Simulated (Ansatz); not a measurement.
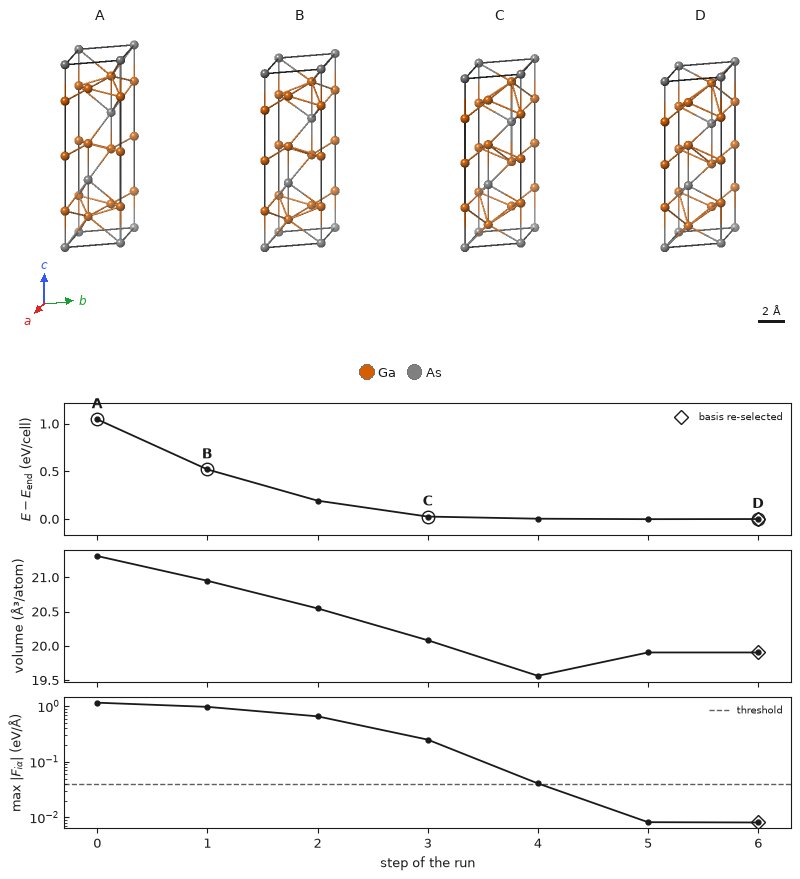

Frames of a relaxation of a crystal of Ga3As (a generated structure, set up in R-3m) (coarse preliminary run), marked on the history of the run. The picture is a ball-and-stick view of the conventional cell (3 times the calculation's cell), seen slightly off an axis. Lengths and directions refer to the drawn axes.

All numbers below come from Ansatz 0.2.0, DFT PBE, scalar-relativistic, plane waves, PAW.

Input file:
```yaml
crystal:
  lattice:
    - [2.2375143, 1.29182948, 4.91525694]
    - [-2.2375143, 1.29182948, 4.91525694]
    - [0.0, -2.58365896, 4.91525694]
  atoms:
    - { symbol: Ga, position: [0.19915588, 0.19915588, 0.19915588] }
    - { symbol: Ga, position: [0.80084412, 0.80084412, 0.80084412] }
    - { symbol: Ga, position: [0.5, 0.5, 0.5] }
    - { symbol: As, position: [0.0, 0.0, 0.0] }
basis:
  ecutwfc: 420
kpoints:
  mp_grid: { grid: [6, 6, 6] }
hamiltonian:
  xc: pbe
scf:
  occupations: { method: gaussian, width: 0.1 }
  lower_state_search: "off"
output:
  forces: true
  stress: true
  eigenvalues: true
relax:
  adjacent_minimum: "off"
  f_tol: 0.04
  max_steps: 70
  cell: { stress_tol: 0.4 }
```

Command:
```bash
ansatz run input.yaml --threads 1 --pin off --max-ram 2560MiB --backend cpu --events-out ev --progress --plain --runs-dir out
```

### What happens along the run?

The energy falls by 1.046 eV per cell of the calculation in 5 accepted moves (6 points after the start). Largest force component: 1.2 eV/Å at the start, 0.0081 eV/Å at the end. The pressure goes from 1.75 to −0.02 GPa. The SCF was repeated once at an unchanged geometry on a basis and grid sized afresh for the cell, which shifted the energy by 1.3 meV per cell of the calculation at most. The largest moves relative to the cell, 0.58 Å, are those of Ga1 and Ga2. Ga1 goes along +c. As stays in place. The drawn cell changes as follows: a = b 4.475 → 4.536 Å (+1.4 %), c 14.746 → 13.404 Å (−9.1 %); the volume changes by −6.6 %. Some distances before and after: Ga1–Ga2 2.756 → 3.317 Å, Ga1–As4 3.254 → 2.887 Å, Ga1–As4 (another image) 2.937 → 3.252 Å, Ga1–Ga3 2.628 → 2.810 Å. Among the angles between lasting bonds that change: Ga3–Ga1–Ga3 116.8° → 107.6°, Ga1–Ga3–Ga2 63.2° → 72.4°. The space group stays R-3m (No. 166). Cost: 51 s on 1 thread of Intel(R) Xeon(R) Platinum 8259CL CPU @ 2.50GHz (Skylake/Cascade Lake) (shared host), peak memory 0.49 GiB. From step 0 to 1: Ga atoms move most (0.16 Å), volume −1.7 %, energy −0.526 eV per cell of the calculation. From step 1 to 3: Ga atoms move most (0.36 Å), volume −4.1 %, energy −0.495 eV per cell of the calculation. From step 3 to 6: Ga atoms move most (0.08 Å), volume −0.9 %, energy −25.8 meV per cell of the calculation.

```json
{"step": "0", "E − E(0), meV/atom": "0.00", "largest force component, eV/Å": "1.1587", "pressure, GPa": "1.75", "volume, Å³/atom": "21.311", "note": ""}
{"step": "1", "E − E(0), meV/atom": "-131.39", "largest force component, eV/Å": "0.9749", "pressure, GPa": "0.35", "volume, Å³/atom": "20.950", "note": ""}
{"step": "2", "E − E(0), meV/atom": "-213.29", "largest force component, eV/Å": "0.6587", "pressure, GPa": "-0.38", "volume, Å³/atom": "20.547", "note": ""}
{"step": "3", "E − E(0), meV/atom": "-255.03", "largest force component, eV/Å": "0.2509", "pressure, GPa": "-0.26", "volume, Å³/atom": "20.083", "note": ""}
{"step": "4", "E − E(0), meV/atom": "-260.63", "largest force component, eV/Å": "0.0409", "pressure, GPa": "0.85", "volume, Å³/atom": "19.564", "note": ""}
{"step": "5", "E − E(0), meV/atom": "-261.83", "largest force component, eV/Å": "0.0082", "pressure, GPa": "-0.01", "volume, Å³/atom": "19.905", "note": ""}
{"step": "6", "E − E(0), meV/atom": "-261.49", "largest force component, eV/Å": "0.0081", "pressure, GPa": "-0.02", "volume, Å³/atom": "19.905", "note": "same geometry, new basis"}
```
